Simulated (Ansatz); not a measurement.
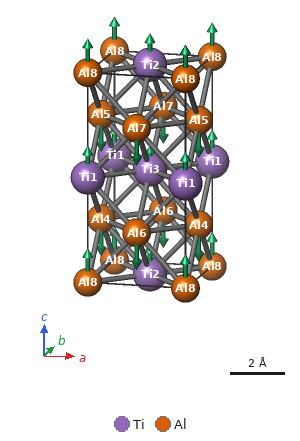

Lattice vibrations of crystalline Ti3Al5 relaxed at 10 GPa, space group P4/mmm (No. 123), at the zone centre. The optical levels lie at 152, 197 (×2), 221 (×2), 259, 283 (×2), 309, 317, 320 (×2), 321, 323, 353 (×2), 372 (×2), 373, 390 (×2) cm⁻¹. One mode is drawn. The green arrows are the displacements of the atoms (eigenvector over the root of the mass), of arbitrary overall length and sign. A ball-and-stick model of the cell of the calculation, seen slightly off an axis.

Computed with DFT LDA, scalar-relativistic, plane waves, PAW in Ansatz 0.2.0. (plane-wave cutoff 420 eV; k-point mesh 10 × 10 × 6; occupations fermi dirac; smearing width 0.15 eV; target pressure 10 GPa; no spin polarisation)

The frequencies depend somewhat on the k-mesh and the smearing.

Which of these frequencies is the drawn mode's?

Answer. The level at 373 cm⁻¹. This is the A₂u mode, optical level 13 of 14, counted from below, infrared-active by symmetry. The Al (4i) sublattice moves against the Al (1a) and Ti (1b) and Ti (1c) and Ti (1d) sublattices, along c; the kinetic energy is shared as Al 71 %, Ti 29 %. The crystal is a metal, so free carriers screen the infrared response.
